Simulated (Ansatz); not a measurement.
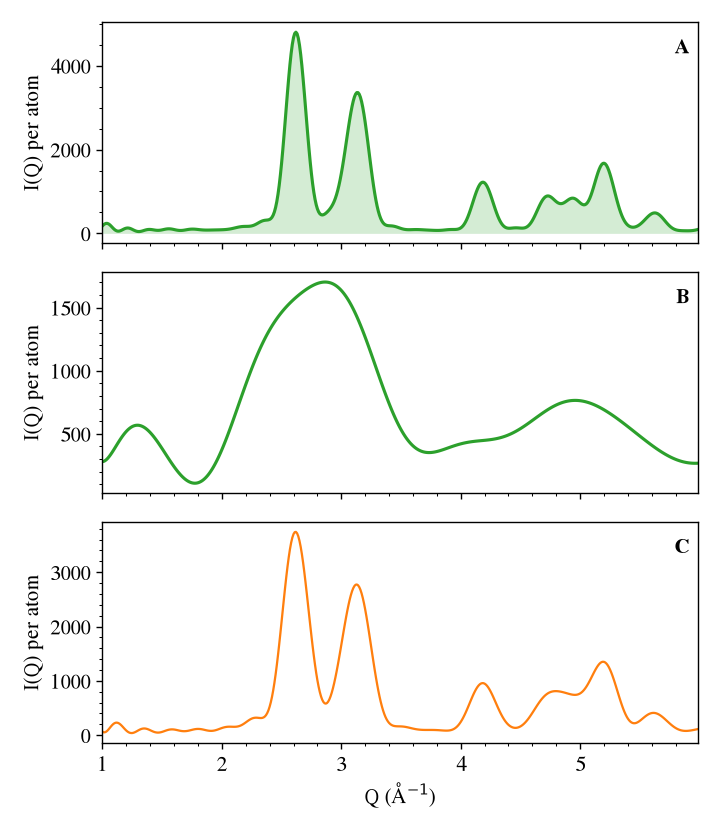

X-ray scattering of spheres cut from the crystal structure of Mo (R-3m, a = 3.000 Å, b = 3.000 Å, c = 6.181 Å, α = 90.00°, β = 90.00°, γ = 120.00°), calculated atom by atom with the Debye equation (B = 0.5 Å², no relaxation of the surface). Structure used: the end point of a relaxation with DFT r2SCAN, scalar-relativistic, plane waves, PAW (Ansatz 0.2.0); the starting structure was generated, so it need not be a known form of this composition.

### The spheres are 10, 28 and 36 Å across. Which curve is which?

curve A: 36 Å (1529 atoms); curve B: 10 Å (25 atoms); curve C: 28 Å (701 atoms). Peak widths go roughly as 2π/D, so the largest sphere has the sharpest peaks.

### Index the main peaks of the largest sphere.

Q ≈ 2.62 Å⁻¹: 101; Q ≈ 3.13 Å⁻¹: 003 + 012; Q ≈ 4.19 Å⁻¹: 110; Q ≈ 5.20 Å⁻¹: 113 + 202; Q ≈ 5.62 Å⁻¹: 015.
